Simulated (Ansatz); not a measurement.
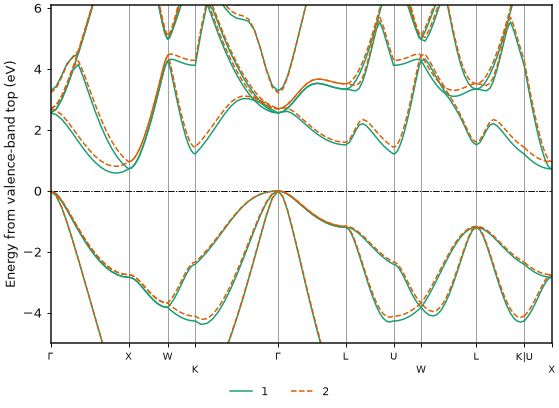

Band structures of diamond-type Si, space group Fd-3m, 2 atoms in the primitive cell (cubic a = 5.444 Å), by two methods on the same cell. Each is counted from its own valence-band top.

> Which curve is which? The methods: PBE, BLYP.

1 is PBE; 2 is BLYP. PBE gives a gap of 0.58 eV along the path and BLYP gives a gap of 0.81 eV along the path.

Settings. PBE: Ansatz PAW, no spin polarisation, no spin-orbit coupling, 8×8×8 k mesh, 420 eV cutoff, Fermi-Dirac smearing of 0.05 eV (Ansatz). BLYP: Ansatz PAW, no spin polarisation, no spin-orbit coupling, 8×8×8 k mesh, 420 eV cutoff, Fermi-Dirac smearing of 0.05 eV (Ansatz).

The cell is at 4 GPa in BLYP and 1 GPa in PBE. LDA, GGA and most meta-GGA functionals understate gaps. BLYP: the PAW data sets were made with another functional.
